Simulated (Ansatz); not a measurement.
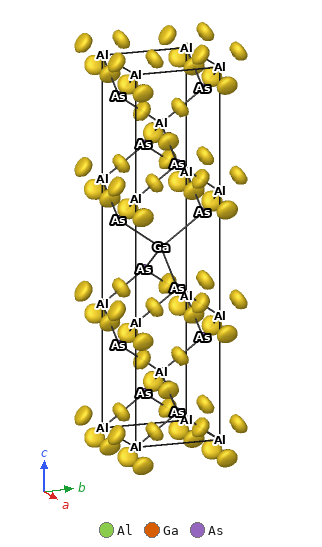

Al$_{5}$GaAs$_{6}$. Isosurface of the electron localisation function at 0.85 (yellow), seen slightly off an axis. Core shells and regions of very low density are left out. Sticks mark near contacts.

Space group P-4m2; a structure generated by program, which may or may not match a known phase.

Theory: DFT PBE, scalar-relativistic, plane waves, PAW in Ansatz 0.2.0.

In a PAW calculation such maps are meaningful between the atoms, not at the nuclei.

```
CELL_PARAMETERS angstrom
4.05415 0.00000 0.00000
0.00000 4.05415 0.00000
0.00000 0.00000 17.18172
ATOMIC_POSITIONS crystal
Al 0.00000 0.00000 0.66689
Al 0.50000 0.50000 0.83346
Al 0.00000 0.00000 0.00000
Al 0.50000 0.50000 0.16654
Al 0.00000 0.00000 0.33311
Ga 0.50000 0.50000 0.50000
As 0.50000 0.00000 0.91673
As 0.00000 0.50000 0.08327
As 0.50000 0.00000 0.24983
As 0.00000 0.50000 0.41605
As 0.50000 0.00000 0.58395
As 0.00000 0.50000 0.75017
```

**Describe the localisation domains.**

At this value the surface marks out 20 regions between bonded Al–As atoms (shared pairs), counted in one cell of 12 atoms. Regions shared between cells count once.

Values along the shortest contacts:
Al–As (2.48 Å): the ELF peaks at about 0.95 between the atoms: a covalent bond. Ga–As (2.49 Å): the ELF peaks at about 0.80 between the atoms: a shared electron pair.

**Does the calculation make it a metal, or give it a gap?**

It is gapped, with a Kohn–Sham gap of 1.4 eV on the k-point mesh, an upper bound to the gap of this method.
